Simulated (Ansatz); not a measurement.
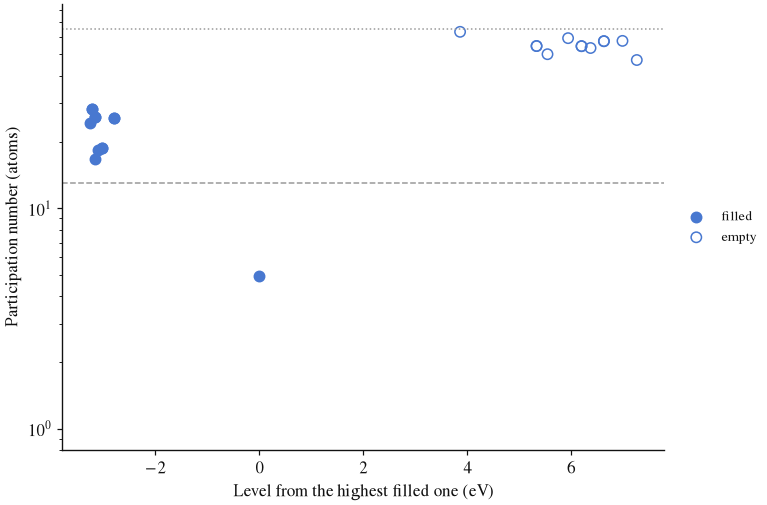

Levels near the gap of a 65-atom cell against the number of atoms over which each spreads (dotted: all atoms; dashed: a fifth of them). Host MgO with interstitial H.

System: O$_{32}$Mg$_{32}$H (defect cell), 65 atoms in the cell, cell charge −1 e.

Method: DFT, r2SCAN, PAW, plane waves, one k point, (0.25, 0.25, 0.25) (Ansatz).

### Which of these levels are localised (under the dashed line)?

1 of the 24 levels shown spreads over less than a fifth of the cell: 0.00 eV (filled, over about 5 atoms, mostly O).

### How far apart are the highest filled and the lowest empty level?

The lowest empty level lies 3.87 eV above the highest filled one.

One k point in a finite cell, so levels carry errors of tenths of an eV.
